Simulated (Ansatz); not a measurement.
## MoS2: single-point calculation

The run: single-point calculation of MoS2 (3 atoms in the cell). Method and program: DFT, PBEsol, plane waves, PAW, no spin polarisation (Ansatz 0.2.0).

The structure derives from an entry of the Crystallography Open Database. The geometry comes from this level: r2scan-rvv10. Figures and captions count atoms from 1; the log counts them from 0 in places.

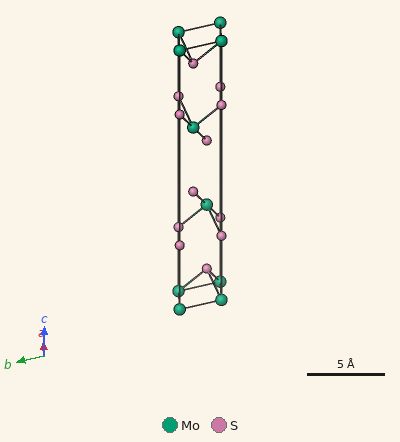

The structure as given in the input (ball-and-stick view of the cell 3 times as large as that of the calculation, set on its symmetry axes, seen at an oblique angle).

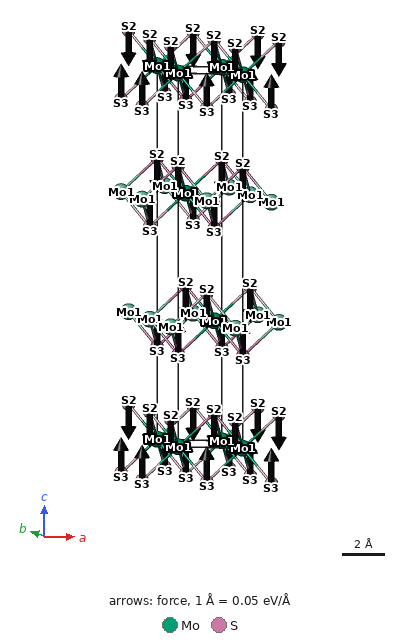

Forces on the atoms as black arrows (ball-and-stick view of the cell 3 times as large as that of the calculation, set on its symmetry axes, seen slightly off an axis; neighbours outside the cell are drawn fainter; atoms are numbered from 1 in the order of the input). The largest act on S2, S3 (0.09 eV/Å). The geometry is not a stationary point of this energy.

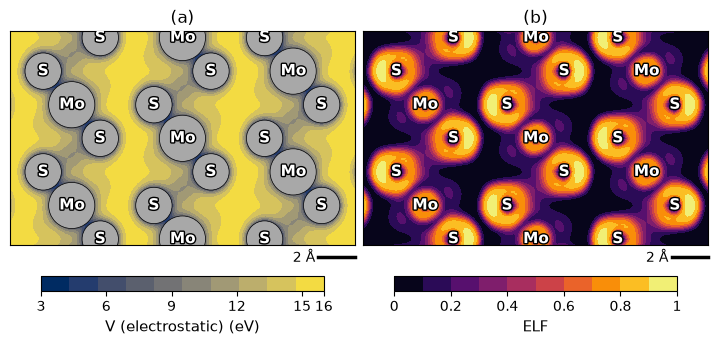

(a) electrostatic potential energy of an electron; (b) electron localisation function on the (110) plane of the conventional cell. Grey discs, where drawn, cover atomic cores. Atoms in the plane: Mo and S. Mo–S (2.42 Å): the ELF is about 0.40 at the midpoint. The strong features right at Mo lie inside the PAW spheres (semicore, d or f shells) and say nothing about bonding. Outside the cores the potential energy rises away from the atoms and is highest about 2.3 Å from the nearest atoms; outside the discs it spans about 12 eV, and its zero is arbitrary. Core electrons are frozen (PAW), so the fields are smoothed inside the atomic spheres.

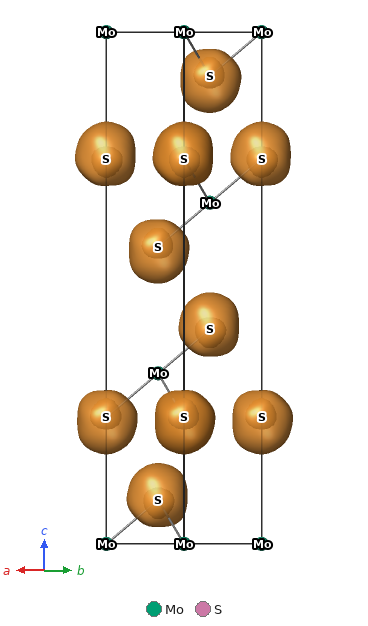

Isosurface of the electron localisation function at 0.7 (orange), seen along [110]. Core shells and regions of very low density are left out. Sticks mark near contacts. The outline is the cell set on symmetry axes. Profiles from the grid: Mo–S (2.42 Å): the ELF is about 0.40 at the midpoint.

The input that produced these results follows, with the program's output.

Input file:
```yaml
crystal:
  lattice:
    - [1.5965458369, 0.9217661687, 6.076940182]
    - [-1.5965458369, 0.9217661687, 6.076940182]
    - [0.0, -1.8435323375, 6.076940182]
  atoms:
    - { symbol: Mo, position: [0.0, 0.0, 0.0] }
    - { symbol: S, position: [0.7525772587, 0.7525772587, 0.7525772587] }
    - { symbol: S, position: [0.2474227413, 0.2474227413, 0.2474227413] }
kpoints:
  mp_grid: { grid: [6, 6, 6] }
hamiltonian:
  xc: pbesol
scf:
  occupations: { method: fermi_dirac, width: 0.02 }
  n_extra_bands: 4
output:
  forces: true
  stress: true
  eigenvalues: true
  write_density: true
  write_potential: true
  elf: true
  volumetric_format: npy
```

Run as:
```bash
ansatz run input.yaml --threads 4 --pin off --max-ram 3686MiB --backend cpu --events-out ev --progress --plain --runs-dir out
```

Output:
```
basis.fft_grid_basis auto: the FFT boxes are laid along the combinations [[1, -1, 0], [0, 1, 0], [0, -1, 1]] of the cell's own vectors, 3.193, 6.350 and 3.193 Å long. The dense box has 24×45×24 points. Along the cell's own vectors, as sized, it would have 45×45×45, 3.52 times as many. Of the 12 symmetry operations that the crystal satisfies within crystal.symmetry.tolerance (time reversal apart; of a slab, those that keep its plane) the dense box along the cell's own vectors carries 12, and the one as laid loses 8 of those. basis.fft_grid_basis: typed keeps the cell's own vectors: state it where this run's energies or levels are differenced outside the engine with another run's, or held beside a run that keeps those vectors. Those combinations have planes normal to reciprocal vector 3, as the cell's own vectors have. Each planar average written beside output.write_density, output.write_potential has a row for each plane of the box: 24. The volumetric files lie along those combinations, not along the cell's own vectors: a cube or XSF file states them, and fields.json those of NumPy files.
scf.n_extra_bands = 4 over 13 filled bands (N_el = 26.0): the run solves 17 bands
Engine: ansatz 0.2.0, x86_64-unknown-linux-gnu
Pseudopotentials: kind: paw
Pseudopotential: Mo, paw, valence charge 14, recommended cutoff 420 eV (normal), Mo.paw.azcp
Pseudopotential: S, paw, valence charge 6, recommended cutoff 420 eV (normal), S.paw.azcp
Functional definition: PBEsol
  exchange = pbesol_x
  correlation = pbesol_c
Crystal: 3 atoms, lattice volume = 53.658 Å³
Basis set: ecut = 420 eV, 1059 PW (Γ), FFT grids on a1−a2, a2, −a2+a3, exchange–correlation on 48×90×48 points (8 copies of the dense FFT grid, shifted against one another)
Bands: 17, of which v1, the nominal top of the filled ones, is band 13 counted from 1 (12 counted from 0)
Symmetry: 12 space group operations
Space group: R-3m (ITA 166), of the structure as read, at distance tolerance 3.8e-5 Å
k-points: 32 of 216
Non-local potential: Mo, projectors of the file, l = 0: 3, l = 1: 2, l = 2: 2, l = 3: 1
Non-local potential: S, projectors of the file, l = 0: 2, l = 1: 2, l = 2: 2
PAW form: soft (Blöchl's): semilocal exchange-correlation on the pseudo side does not see the compensation charge
PAW frozen core: Mo, regenerated for the run's functional, and the local potential with it (the file was generated under x = pbe(κ = 0.804, μ = 0.2195149727645171), c = pbe(β = 0.06672455060314922))
PAW frozen core: S, regenerated for the run's functional, and the local potential with it (the file was generated under x = pbe(κ = 0.804, μ = 0.2195149727645171), c = pbe(β = 0.06672455060314922))
PAW one-centre angular grid: Mo, 590 points (default); XC on 64 Gauss nodes
PAW one-centre angular grid: S, 110 points (default); XC on 64 Gauss nodes
Initial density: superposition of atomic densities (neutral atoms: chi_scale 0, normalization atom), corrected by the library's trained network
Initial wavefunctions: pseudopotential atomic-orbital guess
Functional: x = pbesol(κ = 0.804, μ = 0.12345679012345678), c = pbesol(β = 0.046)
SCF iter   1: F=—  HF=-6669.366766 eV  |F-HF|=—  |Δ(HF+E_count)|=         —  Δρ=6.30e-3  dr2=1.82e-2  ethr=1.77e-3  ⟨swp⟩=6.0  Hψ=3027  notcnv=0
preconditioner: auto → Kerker (q_TF=auto, 2.418 Å⁻¹)  [metal: Δε(μ)=0.018 eV  Ē_g=7.907 eV  σ=0.020 eV  W_gap=0.23  n_scr=16 (ndim 8)  ℏωp=21.5 eV  f_vac=0.009  D(μ)=1.34/eV (n_scr^D=4)]
SCF iter   2: F=—  HF=-6669.363923 eV  |F-HF|=—  |Δ(HF+E_count)|=   2.84e-3  Δρ=3.27e-3  dr2=5.63e-3  ethr=7.01e-5  ⟨swp⟩=2.3  Hψ=1010  notcnv=0
SCF iter   3: F=—  HF=-6669.362738 eV  |F-HF|=—  |Δ(HF+E_count)|=   1.19e-3  Δρ=5.81e-4  dr2=4.48e-4  ethr=2.17e-5  ⟨swp⟩=2.6  Hψ=963  notcnv=0
SCF iter   4: F=—  HF=-6669.362688 eV  |F-HF|=—  |Δ(HF+E_count)|=   4.98e-5  Δρ=1.87e-4  dr2=6.01e-5  ethr=1.72e-6  ⟨swp⟩=2.3  Hψ=804  notcnv=0
SCF iter   5: F=—  HF=-6669.362682 eV  |F-HF|=—  |Δ(HF+E_count)|=   5.81e-6  Δρ=5.75e-5  dr2=7.30e-6  ethr=2.31e-7  ⟨swp⟩=2.2  Hψ=751  notcnv=0
SCF iter   6: F=—  HF=-6669.362683 eV  |F-HF|=—  |Δ(HF+E_count)|=   1.01e-6  Δρ=1.96e-5  dr2=3.29e-7  ethr=2.81e-8  ⟨swp⟩=2.0  Hψ=761  notcnv=0
SCF iter   7: F=-6669.362683 eV  HF=-6669.362683 eV  |F-HF|=5.49e-9  |Δ(HF+E_count)|=   1.31e-7  Δρ=4.05e-6  dr2=8.49e-9  ethr=3.85e-10  ⟨swp⟩=9.9  Hψ=3937  notcnv=0
SCF 1 converged in 7 iterations: F = -6669.362683 eV  dr2 = 8.49e-9
  greatest PAW one-centre occupation: 0.999 electrons in one spin orbital (limit 2), on the Mo atom at site 0 (counted from 0), in its partial waves of l = 0
SCF converged after 7 iterations
Free energy (F): -6669.362683 eV
Harris-Foulkes:  -6669.362683 eV  (|F-HF|=5.49e-9)
Internal energy: -6669.361056 eV  (E = F + TS)
E sigma→0 (E₀):  -6669.361869 eV
Entropy (-TS):   -0.001628 eV (-0.543 meV/atom)
Fermi energy:    10.793807 eV
--- Per-component energies (eV) ---
  E_band       = -157.919177
  E_kinetic    = 654.137581
  E_local      = -1900.975675  (includes V_loc(G=0)·N_el)
  E_nonlocal   = 201.553877
  E_hartree    = 722.602507
  E_xc         = -374.641070
  E_vxc        = -403.226307  (∫ρ·V_xc dr)
  E_paw        = -4311.810411  (= ΣΔE_a)
  E_vpaw       = -154.613701  (= ΣTr[D̂ρ^β])
  E_aug_tail   = 0.000041  (compensation charges beyond the density's cutoff)
  E_ewald      = -1660.561104
  E_core_change = 0.333198  (= ΣΔE_core)
  E_smearing   = -0.001628  (= −TS)
  E_closure    = -0.000000  (closes the sum)
  Σ components = -6669.362683   (vs F -6669.362683, Δ=0.00e0)
--- Forces (eV/Å), atoms counted from 1 ---
  atom   1  Mo     0.00000000     0.00000000    -0.00000000
  atom   2  S     -0.00000000     0.00000000    -0.08770179
  atom   3  S      0.00000000    -0.00000000     0.08770179
  max |Σ_I F_I| component: 1.39e-17 eV/Å
--- Stress (GPa, compression-positive) ---
       -3.724705       0.000000       0.000000
        0.000000      -3.724705      -0.000000
        0.000000      -0.000000      -1.091594
  P = ⅓ Tr σ = -2.8470 GPa (-28.470 kbar)
--- Band table (eV; the first three rows and the last of 32) ---
  k-point 0: bands = ["-50.7241", "-24.8042", "-24.7270", "-24.7270", "-4.0273", "-2.4168", "3.9835", "7.0240", "7.0240", "9.4079", "9.6757", "10.0232", "10.0232", "10.8103", "10.8103", "14.1591", "14.1591"]
  k-point 1: bands = ["-50.7150", "-24.8195", "-24.7858", "-24.7482", "-3.6006", "-2.3317", "4.5240", "6.2892", "7.2014", "8.1258", "9.1881", "9.3946", "9.7936", "11.1497", "11.6353", "13.5605", "13.9755"]
  k-point 2: bands = ["-50.6968", "-25.0004", "-24.7902", "-24.7491", "-2.6806", "-2.0096", "5.0788", "5.4832", "6.3837", "7.0606", "8.1936", "9.2005", "9.2342", "11.9284", "12.1344", "14.0574", "14.3584"]
  k-point 31: bands = ["-50.7241", "-24.8043", "-24.7270", "-24.7270", "-3.6982", "-2.9295", "5.1395", "7.0119", "7.0475", "7.0475", "10.0375", "10.0375", "10.6740", "10.6740", "10.9028", "14.3043", "14.3043"]
```

File rho_z.tsv:
```
# z_ang	rho[e/angstrom^3]
# format = ansatz-planar-average/11
# lattice	1.596545837	0.921766169	6.076940182
# lattice	-1.596545837	0.921766169	6.076940182
# lattice	0.000000000	-1.843532337	6.076940182
# sites	3
# site	42	0.000000000	0.000000000	0.000000000
# site	16	0.000000000	-0.000000000	13.720100950
# site	16	0.000000000	-0.000000000	4.510719596
0.000000	8.041855e-1
0.264601	7.911011e-1
0.529202	7.499159e-1
0.793802	6.794015e-1
1.058403	5.870423e-1
1.323004	4.901572e-1
1.587605	4.077692e-1
1.852205	3.509984e-1
2.116806	3.192977e-1
2.381407	3.039506e-1
2.646008	2.960535e-1
2.910608	2.916670e-1
3.175209	2.902087e-1
3.439810	2.916670e-1
3.704411	2.960535e-1
3.969011	3.039506e-1
4.233612	3.192977e-1
4.498213	3.509984e-1
4.762814	4.077692e-1
5.027415	4.901572e-1
5.292015	5.870423e-1
5.556616	6.794015e-1
5.821217	7.499159e-1
6.085818	7.911011e-1
```

File v_z.tsv:
```
# z_ang	v_es[eV]	v_tot[eV]
# format = ansatz-planar-average/11
# xc	pbesol
# density_cutoff_ev	1680
# datasets	Mo=:simpson_from_first_knot:soft:shift=-753884	S=:simpson_from_first_knot:soft:shift=-322627
# lattice	1.596545837	0.921766169	6.076940182
# lattice	-1.596545837	0.921766169	6.076940182
# lattice	0.000000000	-1.843532337	6.076940182
# sites	3
# site	42	0.000000000	0.000000000	0.000000000
# site	16	0.000000000	-0.000000000	13.720100950
# site	16	0.000000000	-0.000000000	4.510719596
0.000000	3.278775e-1	-1.211259e1
0.264601	4.215252e-1	-1.196661e1
0.529202	7.547006e-1	-1.149624e1
0.793802	1.421391e0	-1.063227e1
1.058403	2.427585e0	-9.367463e0
1.323004	3.650990e0	-7.819929e0
1.587605	4.934952e0	-6.163073e0
1.852205	6.139672e0	-4.575335e0
2.116806	7.171860e0	-3.199000e0
2.381407	8.022480e0	-2.087417e0
2.646008	8.735464e0	-1.216156e0
2.910608	9.266015e0	-6.122225e-1
3.175209	9.469444e0	-3.888162e-1
3.439810	9.266015e0	-6.122225e-1
3.704411	8.735464e0	-1.216156e0
3.969011	8.022480e0	-2.087417e0
4.233612	7.171860e0	-3.199000e0
4.498213	6.139672e0	-4.575335e0
4.762814	4.934952e0	-6.163073e0
5.027415	3.650990e0	-7.819929e0
5.292015	2.427585e0	-9.367463e0
5.556616	1.421391e0	-1.063227e1
5.821217	7.547006e-1	-1.149624e1
6.085818	4.215252e-1	-1.196661e1
```

Key numbers:

| quantity | value |
| --- | --- |
| outcome | converged |
| space group (tolerance 0.01 Å) | R-3m (166) |
| electrons treated | 26 |
| free energy | −6669.3627 eV |
| Fermi energy | 10.794 eV |
| band gap | none (metallic) |
| pressure | −2.85 GPa |
| largest force (length of the vector) | 0.088 eV/Å |
| hardware | 4 threads of an x86-64 CPU, shared host |
| wall time | 2.4 s (CPU time 5.8 s) |
| peak memory | 0.37 GiB |
